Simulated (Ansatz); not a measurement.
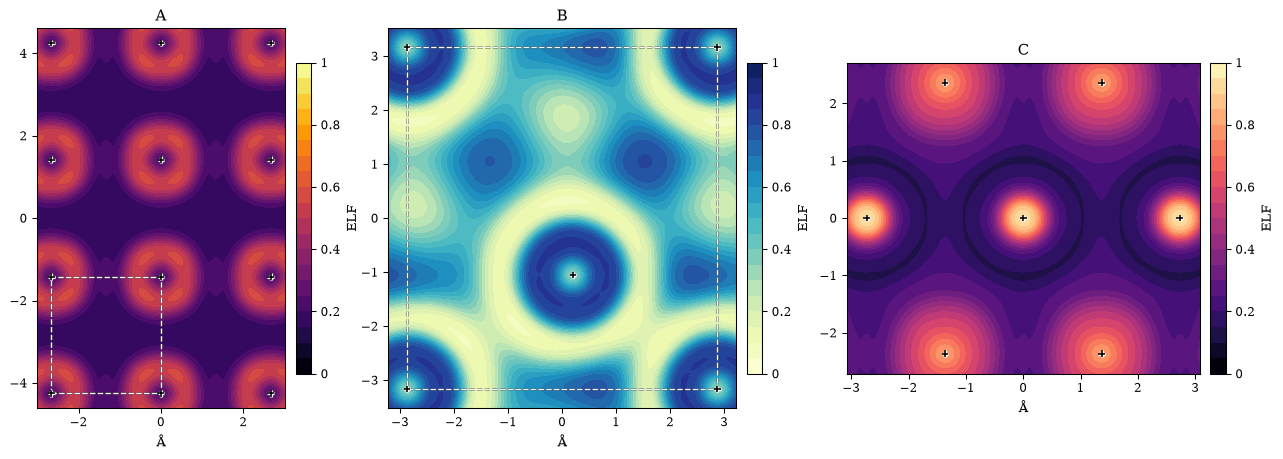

The electron localisation function of 3 systems, each on a plane through atoms (crosses mark nuclei in the plane).

Computed with DFT PBE, scalar-relativistic, plane waves, PAW (Ansatz).

System 1: Pd, the (001) plane of the conventional cell. Space group Immm; changed on purpose from its base cell (strain +0.0625 x Voigt [0, 0, 0, 0, 0, 1], atoms carried along); computed pressure about 8 GPa in this cell.

```
Pd
1.0
     1.88412   -1.88412    0.00000
     2.00568    2.00568    0.00000
     0.00000    0.00000    3.88980
Pd
2
Direct
  0.00000 0.00000 0.00000
  0.50000 0.50000 0.50000
```

System 2: CuAu, the (101̄) plane of the conventional cell. Space group P4/mmm; changed on purpose from its base cell (strain -0.025 along x and y, +0.050 along z, atoms carried along); computed pressure about 8 GPa in this cell; computed without spin polarisation.

System 3: Y, the (110) plane of the conventional cell. Space group P-3m1; changed on purpose from its base cell (atom 1 (Y) moved by (+0.000, -0.200) A along [1 1 0] and z); not relaxed (largest force 0.7 eV/Å).

```yaml
crystal:
  lattice:
    - [3.65150, 0.00000, 0.00000]
    - [-1.82575, 3.16229, 0.00000]
    - [0.00000, 0.00000, 5.74740]
  atoms:
    - { symbol: Y, position: [0.33333, 0.66667, 0.73260] }
    - { symbol: Y, position: [0.66667, 0.33333, 0.26740] }
```

Q: Which map belongs to which system?

A: Panel A is system 1, Pd: the plane holds Pd. Pd–Pd (2.66 Å): the ELF is about 0.20 at the midpoint (no shared electron pair shows on this line). Panel B is system 3, Y: the plane holds Y. Y–Y (3.40 Å): the ELF is about 0.15 at the midpoint; no shared electron pair shows on this line. Panel C is system 2, CuAu: the plane holds Cu and Au. Cu–Au (2.73 Å): the ELF is about 0.25 at the midpoint: no localised pair shows between them.
